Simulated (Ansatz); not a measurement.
Input file:

```
crystal:
  lattice:
    - [0.0, 1.63813725, 1.8075]
    - [1.97686275, 0.0, 1.8075]
    - [1.97686275, 1.63813725, 0.0]
  atoms:
    - { symbol: Cu, position: [0.0, 0.0, 0.0] }
basis:
  ecutwfc: 500
kpoints:
  mp_grid: { grid: [22, 22, 22] }
hamiltonian:
  xc: r2scan
scf:
  occupations: { method: gaussian, width: 0.15 }
output:
  forces: true
  stress: true
  eigenvalues: true
  write_density: true
  write_potential: true
  elf: true
  volumetric_format: npy
```

Command:

```sh
ansatz run input.yaml --threads 1 --pin off --max-ram 2560MiB --backend cpu --events-out ev --progress --plain --runs-dir out
```

Below, planes, directions and counts refer to the conventional cell (a = 3.28 Å, b = 3.62 Å, c = 3.95 Å, α = 90.00°, β = 90.00°, γ = 90.00°).

Space group Fmmm; changed on purpose from its base cell (strain +0.0937 x Voigt [1, -1, 0, 0, 0, 0], atoms carried along); computed pressure about −3 GPa in this cell; computed without spin polarisation.

Theory: Ansatz, DFT r2SCAN, scalar-relativistic, plane waves, PAW.

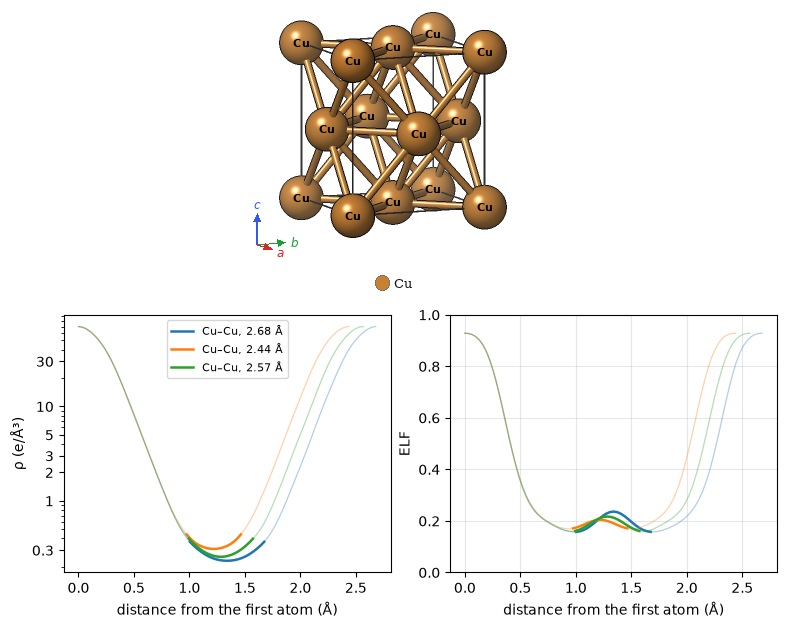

Cu. Valence electron density and electron localisation function along straight lines between neighbouring atoms. Thin, pale parts lie inside the atomic spheres. The structure is drawn too.

Core electrons are frozen (PAW), and the valence fields are smoothed inside the atomic spheres.

### What can be read from the curves?

Cu–Cu (2.68 Å): ρ at the midpoint is about 0.23 e/Å³; the ELF is about 0.25 at the midpoint: no shared electron pair shows on this line.
Cu–Cu (2.44 Å): ρ is about 0.31 e/Å³ halfway; the ELF is about 0.20 at the midpoint: no localised pair shows between them.
Cu–Cu (2.57 Å): ρ is about 0.26 e/Å³ halfway; the ELF is about 0.20 at the midpoint (no localised pair shows between them).
